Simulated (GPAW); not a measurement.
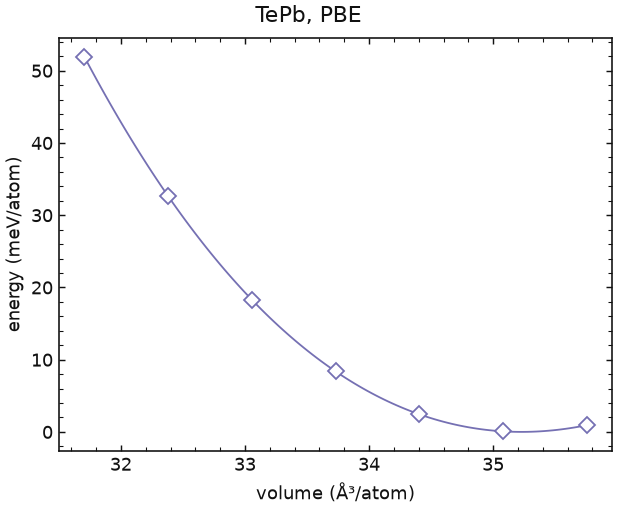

The picture above shows the energy against volume for TePb, space group Fm-3m (No. 225).

Starting cell:
```
CELL_PARAMETERS angstrom
0.00000 3.23100 3.23100
3.23100 0.00000 3.23100
3.23100 3.23100 0.00000
ATOMIC_POSITIONS crystal
Pb 0.00000 0.00000 0.00000
Te 0.50000 0.50000 0.50000
```

Calculation (GPAW 26.7.0): PAW DFT in plane waves, on a grid or in atomic orbitals, no spin polarisation; energies at scaled volumes of the given cell, shape and fractions fixed, counted from the fit's minimum, third-order Birch-Murnaghan fit. Level: PBE.

k mesh 6×6×6; occupations Fermi–Dirac; smearing width 0.05 eV; potentials GPAW PAW data sets (gpaw data 1.2.1); wave cutoff 600 eV; program settings basis pw.

This calculation gives: equilibrium volume 35.23 Å³/atom and bulk modulus 38.9 GPa.

Now the level changes from PBE to r2SCAN. The second calculation uses k mesh 7×7×7. What happens?

The equilibrium volume falls from 35.23 to 34.72 Å³/atom (−1.4 %) and the bulk modulus rises from 38.9 to 42.4 GPa (+9.0 %).

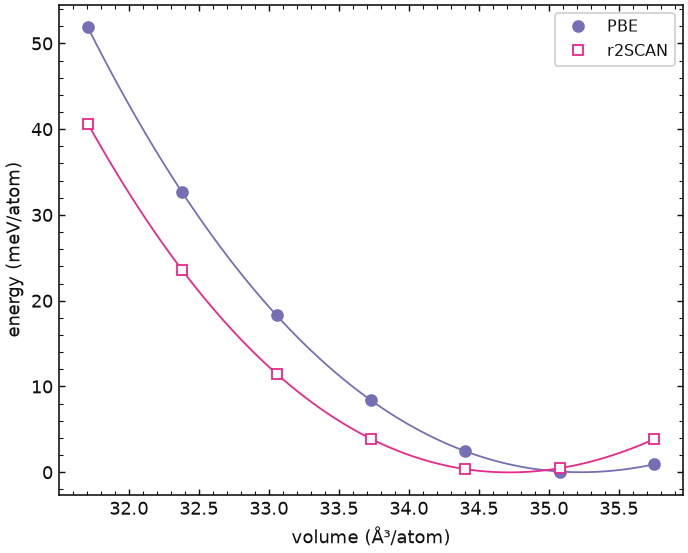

The two results together.

For PBE, limits of the calculation: spin-orbit coupling left out, heavy elements.

For r2SCAN, limits of the calculation: the fit and the printed pressures don't fully agree, or the minimum lies near the end of the range; spin-orbit coupling left out, heavy elements.

V0 and the bulk modulus come from third-order Birch–Murnaghan fits.
